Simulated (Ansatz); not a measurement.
**Run report: Mo₁₃S₂₄ (charge +1), geometry relaxation (part 4 of 4)**

The same run, continued: Mo₁₃S₂₄ (defect cell, 37 atoms in the cell, total charge +1); DFT PBE+D3(BJ), scalar-relativistic, plane waves, PAW, spin-polarised (Ansatz 0.2.0); cutoff 420 eV, 2×2×2 k-mesh, Gaussian smearing of 0.01 eV, collinear spins. The structure derives from a Materials Project entry. It belongs to a series of runs on one base structure; here: Mo interstitial, charge +1, atoms relaxed at the host's cell.

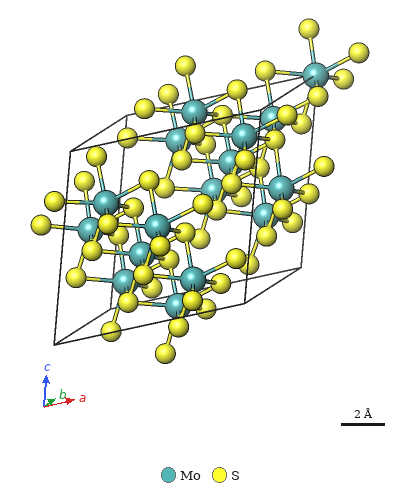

Fig. 1: The geometry at step 3 of the log (ball-and-stick view of the cell of the calculation, seen slightly off an axis; bonded neighbours outside the cell are drawn too).

### File populations.tsv, continued
```
14	S	0_3S	-	0.885311	0.885273
14	S	1_3P	-	2.117848	2.119243
15	S	0_3S	-	0.885185	0.884742
15	S	1_3P	-	2.135053	2.132832
16	S	0_3S	-	0.882591	0.882072
16	S	1_3P	-	2.126757	2.123889
17	S	0_3S	-	0.885185	0.884742
17	S	1_3P	-	2.135053	2.132832
18	S	0_3S	-	0.856162	0.853655
18	S	1_3P	-	2.172758	2.149616
19	S	0_3S	-	0.856162	0.853655
19	S	1_3P	-	2.172758	2.149616
20	S	0_3S	-	0.882591	0.882072
20	S	1_3P	-	2.126757	2.123889
21	S	0_3S	-	0.885311	0.885273
21	S	1_3P	-	2.117848	2.119243
22	S	0_3S	-	0.885311	0.885273
22	S	1_3P	-	2.117848	2.119243
23	S	0_3S	-	0.856162	0.853655
23	S	1_3P	-	2.172758	2.149616
24	S	0_3S	-	0.885185	0.884742
24	S	1_3P	-	2.135053	2.132832
25	S	0_3S	-	0.882591	0.882072
25	S	1_3P	-	2.126757	2.123889
26	S	0_3S	-	0.885311	0.885273
26	S	1_3P	-	2.117848	2.119243
27	S	0_3S	-	0.882591	0.882072
27	S	1_3P	-	2.126757	2.123889
28	S	0_3S	-	0.885185	0.884742
28	S	1_3P	-	2.135053	2.132832
29	S	0_3S	-	0.882591	0.882072
29	S	1_3P	-	2.126757	2.123889
30	S	0_3S	-	0.856162	0.853655
30	S	1_3P	-	2.172758	2.149616
31	S	0_3S	-	0.856162	0.853655
31	S	1_3P	-	2.172758	2.149616
32	S	0_3S	-	0.885185	0.884742
32	S	1_3P	-	2.135053	2.132832
33	S	0_3S	-	0.885311	0.885273
33	S	1_3P	-	2.117848	2.119243
34	S	0_3S	-	0.885311	0.885273
34	S	1_3P	-	2.117848	2.119243
35	S	0_3S	-	0.856162	0.853655
35	S	1_3P	-	2.172758	2.149616
36	Mo	0_4S	-	0.988458	0.988145
36	Mo	0_5S	-	0.252850	0.234896
36	Mo	1_4P	-	2.994597	2.994433
36	Mo	2_4D	-	3.015242	2.293224
```

### Trajectory as extended XYZ (Å, eV, eV/Å), 4 frames, from step=1 to step=4
```
37
Lattice="3.1495 5.4550 -6.6452 3.1495 -5.4550 -6.6452 -6.2989 0.0000 -6.6452" Properties=species:S:1:pos:R:3:forces:R:3 step=1 energy=-86132.31959
Mo    3.1546    0.0203   -6.6706    0.0114  -0.1034  -0.1005
Mo   -3.1546    0.0203   -6.6197   -0.0114  -0.1034   0.1005
Mo   -1.5163   -2.7613  -13.2903   -0.1548   0.0894   0.0000
Mo    0.0000    0.0000   -6.6452    0.0000   0.0000   0.0000
Mo   -1.6332    2.6938  -13.2903    0.1548   0.0894   0.0000
Mo    1.5546   -2.7333  -13.3158    0.0838   0.0615  -0.1005
Mo    1.5597   -2.7421   -6.6197    0.0952   0.0418   0.1005
Mo    3.1495   -5.4550   -6.4435    0.0000   0.0000  -0.3723
Mo    0.0000    0.0000  -13.4920    0.0000   0.0000   0.3723
Mo   -1.5597   -2.7421   -6.6706   -0.0952   0.0418  -0.1005
Mo    1.5949    2.7218   -6.6197   -0.0838   0.0615   0.1005
Mo    3.1495    0.0675  -13.2903    0.0000  -0.1788   0.0000
S    -1.5049   -0.8725  -11.8323   -0.0075  -0.0118  -0.0538
S    -1.5700   -0.9284   -5.0828    0.0360   0.0185  -0.0035
S     0.0256   -3.6218  -11.7009    0.0278   0.0131  -0.0156
S     1.5890   -0.8955   -5.0828   -0.0340   0.0219  -0.0035
S    -0.0031    1.7395  -11.8323   -0.0065   0.0124  -0.0538
S    -0.0190    1.8239   -5.0828   -0.0019  -0.0404  -0.0035
S    -3.1290   -3.5561  -11.5356    0.0004  -0.1623  -0.2554
S    -1.5151    4.4878  -11.5356   -0.1408   0.0808  -0.2554
S     1.5080   -0.8671  -11.8323    0.0140  -0.0006  -0.0538
S     3.1238    1.8331  -11.7009   -0.0252   0.0176  -0.0156
S    -3.1494    1.7887  -11.7009   -0.0026  -0.0306  -0.0156
S     4.6442   -0.9318  -11.5356    0.1404   0.0815  -0.2554
S    -1.5890   -0.8955   -8.2075    0.0340   0.0219   0.0035
S     1.6414    4.5880   -8.1032   -0.0140  -0.0006   0.0538
S     0.0257   -3.6220   -8.2346    0.0252   0.0176   0.0156
S    -4.7940   -0.8725   -8.1032    0.0075  -0.0118   0.0538
S     0.0190    1.8239   -8.2075    0.0019  -0.0404   0.0035
S     3.1526   -3.7155   -8.1032    0.0065   0.0124   0.0538
S    -0.0205    1.8990  -15.0450   -0.0004  -0.1623   0.2554
S     1.6548   -0.9318  -15.0450   -0.1404   0.0815   0.2554
S     1.5700   -0.9284   -8.2075   -0.0360   0.0185   0.0035
S     3.1239    1.8333   -8.2346   -0.0278   0.0131   0.0156
S    -3.1496    1.7887   -8.2346    0.0026  -0.0306   0.0156
S    -1.6343   -0.9672  -15.0450    0.1408   0.0808   0.2554
Mo    0.0000    0.0000  -16.6129    0.0000   0.0000   0.0000
37
Lattice="3.1495 5.4550 -6.6452 3.1495 -5.4550 -6.6452 -6.2989 0.0000 -6.6452" Properties=species:S:1:pos:R:3:forces:R:3 step=2 energy=-86132.38225
Mo    3.1472    0.0101   -6.6677    0.0715   0.0751  -0.0421
Mo   -3.1472    0.0101   -6.6227   -0.0715   0.0751   0.0421
Mo   -1.5265   -2.7554  -13.2903    0.0162  -0.0094   0.0000
Mo    0.0000    0.0000   -6.6452    0.0000   0.0000   0.0000
Mo   -1.6230    2.6997  -13.2903   -0.0162  -0.0094   0.0000
Mo    1.5671   -2.7345  -13.3128   -0.1008   0.0244  -0.0421
Mo    1.5649   -2.7306   -6.6227   -0.0293  -0.0995   0.0421
Mo    3.1495   -5.4550   -6.5324    0.0000   0.0000   0.2487
Mo    0.0000    0.0000  -13.4031    0.0000   0.0000  -0.2487
Mo   -1.5649   -2.7306   -6.6677    0.0293  -0.0995  -0.0421
Mo    1.5823    2.7205   -6.6227    0.1008   0.0244   0.0421
Mo    3.1495    0.0557  -13.2903    0.0000   0.0187   0.0000
S    -1.5358   -0.8883  -11.8017    0.0126  -0.0195   0.0872
S    -1.5632   -0.9220   -5.0761   -0.0515   0.0074  -0.0261
S     0.0272   -3.6227  -11.7115   -0.0176  -0.0412   0.0611
S     1.5801   -0.8928   -5.0761    0.0193  -0.0483  -0.0261
S    -0.0014    1.7741  -11.8017   -0.0232  -0.0012   0.0872
S    -0.0169    1.8148   -5.0761    0.0322   0.0409  -0.0261
S    -3.1328   -3.6032  -11.5848   -0.0075   0.1276  -0.0803
S    -1.5541    4.5147  -11.5848    0.1143  -0.0573  -0.0803
S     1.5371   -0.8859  -11.8017    0.0105   0.0207   0.0872
S     3.1237    1.8349  -11.7115    0.0445   0.0054   0.0611
S    -3.1509    1.7878  -11.7115   -0.0269   0.0358   0.0611
S     4.6869   -0.9115  -11.5848   -0.1068  -0.0703  -0.0803
S    -1.5801   -0.8928   -8.2142   -0.0193  -0.0483   0.0261
S     1.6123    4.5692   -8.1338   -0.0105   0.0207  -0.0872
S     0.0257   -3.6202   -8.2240   -0.0445   0.0054  -0.0611
S    -4.7632   -0.8883   -8.1338   -0.0126  -0.0195  -0.0872
S     0.0169    1.8148   -8.2142   -0.0322   0.0409   0.0261
S     3.1508   -3.6809   -8.1338    0.0232  -0.0012  -0.0872
S    -0.0167    1.8518  -14.9958    0.0075   0.1276   0.0803
S     1.6120   -0.9115  -14.9958    0.1068  -0.0703   0.0803
S     1.5632   -0.9220   -8.2142    0.0515   0.0074   0.0261
S     3.1223    1.8324   -8.2240    0.0176  -0.0412  -0.0611
S    -3.1480    1.7878   -8.2240    0.0269   0.0358  -0.0611
S    -1.5954   -0.9403  -14.9958   -0.1143  -0.0573   0.0803
Mo    0.0000    0.0000  -16.6129    0.0000   0.0000   0.0000
37
Lattice="3.1495 5.4550 -6.6452 3.1495 -5.4550 -6.6452 -6.2989 0.0000 -6.6452" Properties=species:S:1:pos:R:3:forces:R:3 step=3 energy=-86132.39620
Mo    3.1560    0.0169   -6.6659   -0.0177  -0.0155  -0.0061
Mo   -3.1560    0.0169   -6.6244    0.0177  -0.0155   0.0061
Mo   -1.5256   -2.7559  -13.2903   -0.0054   0.0031   0.0000
Mo    0.0000    0.0000   -6.6452    0.0000   0.0000   0.0000
Mo   -1.6239    2.6991  -13.2903    0.0054   0.0031   0.0000
Mo    1.5568   -2.7303  -13.3111    0.0223  -0.0076  -0.0061
Mo    1.5634   -2.7416   -6.6244    0.0046   0.0231   0.0061
Mo    3.1495   -5.4550   -6.5195    0.0000   0.0000   0.0575
Mo    0.0000    0.0000  -13.4160    0.0000   0.0000  -0.0575
Mo   -1.5634   -2.7416   -6.6659   -0.0046   0.0231  -0.0061
Mo    1.5926    2.7247   -6.6244   -0.0223  -0.0076   0.0061
Mo    3.1495    0.0567  -13.2903    0.0000  -0.0062   0.0000
S    -1.5276   -0.8875  -11.8003   -0.0087   0.0008   0.0204
S    -1.5715   -0.9232   -5.0834    0.0117   0.0101   0.0123
S     0.0217   -3.6236  -11.7045    0.0020  -0.0115  -0.0001
S     1.5853   -0.8994   -5.0834   -0.0146   0.0051   0.0123
S    -0.0048    1.7667  -11.8003    0.0050   0.0071   0.0204
S    -0.0138    1.8226   -5.0834    0.0029  -0.0152   0.0123
S    -3.1325   -3.5937  -11.5847   -0.0083   0.0209  -0.0098
S    -1.5460    4.5097  -11.5847    0.0223  -0.0033  -0.0098
S     1.5324   -0.8792  -11.8003    0.0036  -0.0079   0.0204
S     3.1273    1.8306  -11.7045    0.0090   0.0075  -0.0001
S    -3.1490    1.7930  -11.7045   -0.0110   0.0040  -0.0001
S     4.6785   -0.9160  -11.5847   -0.0140  -0.0177  -0.0098
S    -1.5853   -0.8994   -8.2070    0.0146   0.0051  -0.0123
S     1.6170    4.5759   -8.1351   -0.0036  -0.0079  -0.0204
S     0.0222   -3.6244   -8.2310   -0.0090   0.0075   0.0001
S    -4.7713   -0.8875   -8.1351    0.0087   0.0008  -0.0204
S     0.0138    1.8226   -8.2070   -0.0029  -0.0152  -0.0123
S     3.1543   -3.6883   -8.1351   -0.0050   0.0071  -0.0204
S    -0.0170    1.8614  -14.9960    0.0083   0.0209   0.0098
S     1.6205   -0.9160  -14.9960    0.0140  -0.0177   0.0098
S     1.5715   -0.9232   -8.2070   -0.0117   0.0101  -0.0123
S     3.1278    1.8314   -8.2310   -0.0020  -0.0115   0.0001
S    -3.1499    1.7930   -8.2310    0.0110   0.0040   0.0001
S    -1.6035   -0.9454  -14.9960   -0.0223  -0.0033   0.0098
Mo    0.0000    0.0000  -16.6129    0.0000   0.0000   0.0000
37
Lattice="3.1495 5.4550 -6.6452 3.1495 -5.4550 -6.6452 -6.2989 0.0000 -6.6452" Properties=species:S:1:pos:R:3:forces:R:3 step=4 energy=-86132.39690
Mo    3.1530    0.0157   -6.6658    0.0065  -0.0025   0.0023
Mo   -3.1530    0.0157   -6.6246   -0.0065  -0.0025  -0.0023
Mo   -1.5253   -2.7561  -13.2903   -0.0043   0.0025   0.0000
Mo    0.0000    0.0000   -6.6452    0.0000   0.0000   0.0000
Mo   -1.6242    2.6990  -13.2903    0.0043   0.0025   0.0000
Mo    1.5594   -2.7324  -13.3109   -0.0011   0.0069   0.0023
Mo    1.5629   -2.7384   -6.6246    0.0054  -0.0044  -0.0023
Mo    3.1495   -5.4550   -6.5155    0.0000   0.0000  -0.0050
Mo    0.0000    0.0000  -13.4200    0.0000   0.0000   0.0050
Mo   -1.5629   -2.7384   -6.6658   -0.0054  -0.0044   0.0023
Mo    1.5901    2.7227   -6.6246    0.0011   0.0069  -0.0023
Mo    3.1495    0.0571  -13.2903    0.0000  -0.0050   0.0000
S    -1.5281   -0.8868  -11.8007    0.0037   0.0012  -0.0045
S    -1.5692   -0.9215   -5.0811   -0.0027  -0.0029  -0.0027
S     0.0231   -3.6255  -11.7048   -0.0045   0.0029  -0.0039
S     1.5827   -0.8982   -5.0811    0.0039  -0.0009  -0.0027
S    -0.0039    1.7667  -11.8007   -0.0008  -0.0038  -0.0045
S    -0.0134    1.8197   -5.0811   -0.0012   0.0038  -0.0027
S    -3.1338   -3.5902  -11.5842    0.0007  -0.0094  -0.0005
S    -1.5424    4.5090  -11.5842   -0.0085   0.0041  -0.0005
S     1.5320   -0.8800  -11.8007   -0.0029   0.0026  -0.0045
S     3.1282    1.8327  -11.7048   -0.0003  -0.0053  -0.0039
S    -3.1513    1.7927  -11.7048    0.0048   0.0024  -0.0039
S     4.6761   -0.9188  -11.5842    0.0078   0.0053  -0.0005
S    -1.5827   -0.8982   -8.2092   -0.0039  -0.0009   0.0027
S     1.6175    4.5751   -8.1348    0.0029   0.0026   0.0045
S     0.0213   -3.6223   -8.2307    0.0003  -0.0053   0.0039
S    -4.7709   -0.8868   -8.1348   -0.0037   0.0012   0.0045
S     0.0134    1.8197   -8.2092    0.0012   0.0038   0.0027
S     3.1534   -3.6883   -8.1348    0.0008  -0.0038   0.0045
S    -0.0157    1.8648  -14.9964   -0.0007  -0.0094   0.0005
S     1.6228   -0.9188  -14.9964   -0.0078   0.0053   0.0005
S     1.5692   -0.9215   -8.2092    0.0027  -0.0029   0.0027
S     3.1264    1.8296   -8.2307    0.0045   0.0029   0.0039
S    -3.1476    1.7927   -8.2307   -0.0048   0.0024   0.0039
S    -1.6071   -0.9460  -14.9964    0.0085   0.0041   0.0005
Mo    0.0000    0.0000  -16.6129    0.0000   0.0000   0.0000
```

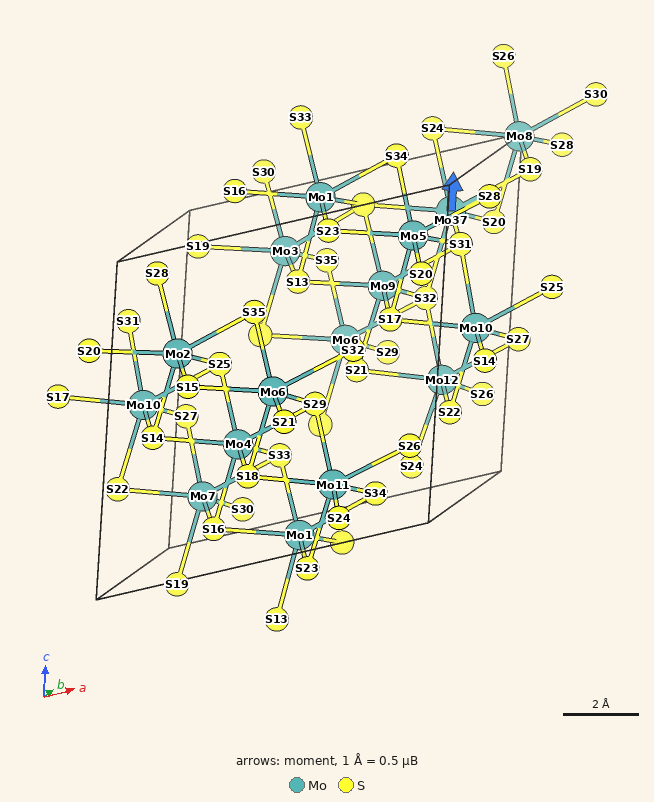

Fig. 2: Magnetic moments of the sites as blue arrows (ball-and-stick view of the cell of the calculation, seen slightly off an axis; bonded neighbours outside the cell are drawn too; atoms are numbered from 1 in the order of the input); small moments hardly show. The run is collinear, so the axis drawn is arbitrary. Site moments: Mo37 (0.54 μB). They are counted near the atoms and needn't add up to the moment of the cell.

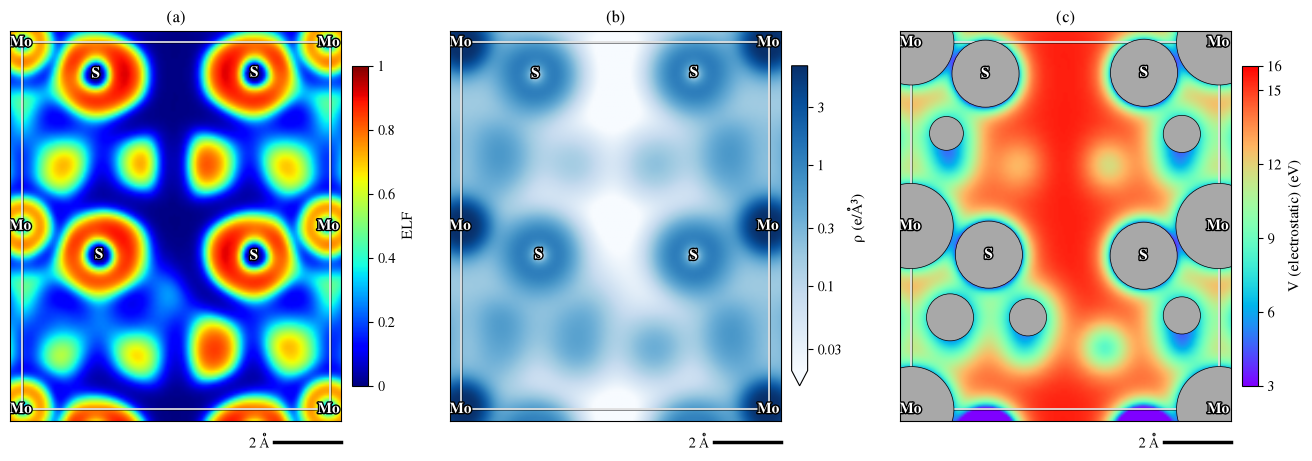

Fig. 3: (a) electron localisation function; (b) valence pseudo-density; (c) electrostatic potential energy of an electron on the (110) plane of the calculation cell. Grey discs, where drawn, cover atomic cores. Atoms in the plane: Mo and S. Mo–S (2.40 Å): ρ at the midpoint is about 0.61 e/Å³; the ELF is about 0.45 at the midpoint. Mo–S (2.48 Å): ρ is about 0.51 e/Å³ halfway; the ELF is about 0.40 at the midpoint. Away from the nuclei the density in this plane falls to 0.008 e/Å³ at its lowest. The strong features right at Mo lie inside the PAW spheres (semicore, d or f shells) and say nothing about bonding. Outside the cores the potential energy rises away from the atoms and is highest about 2.2 Å from the nearest atoms; outside the discs it spans about 12 eV, and its zero is arbitrary. The fields are those of the smooth PAW valence density.

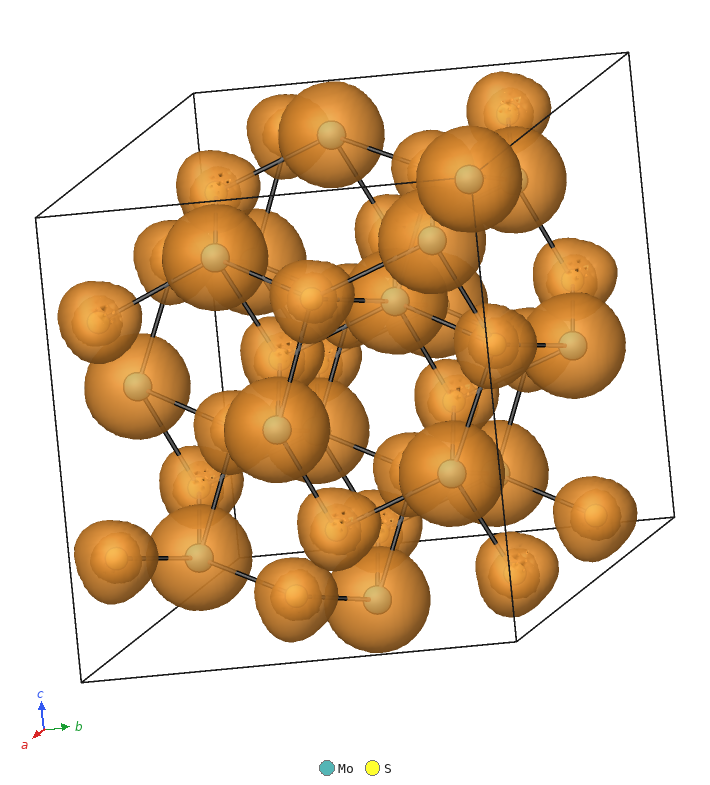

Fig. 4: Isosurface of the valence charge density (pseudo) at 1 e/Å³ (orange), seen slightly off an axis. Sticks mark near contacts. The outline is the calculation cell. At this value the density breaks into separate islands; it holds about 45 % of the electrons treated as valence (semicore included). It is pinched off along the Mo–S (2.38 Å), Mo–S (2.44 Å) and Mo–S (2.49 Å) contacts. On the grid the lowest density along these lines, outside the cores, is 0.63 e/Å³ (Mo–S, 2.38 Å), 0.55 e/Å³ (Mo–S, 2.44 Å) and 0.5 e/Å³ (Mo–S, 2.49 Å).

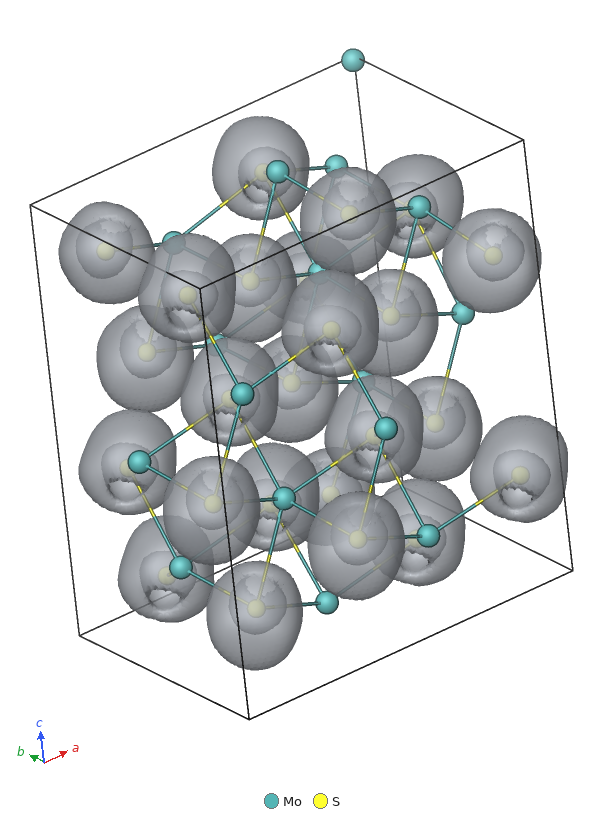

Fig. 5: Isosurface of the ELF at 0.75 (grey), seen slightly off an axis. Core shells and regions of very low density are left out. Sticks mark near contacts. The outline is the calculation cell. Along the contacts the grid gives the following. Mo–S (2.38 Å): the ELF is about 0.45 at the midpoint. Mo–S (2.44 Å): the ELF is about 0.45 at the midpoint.
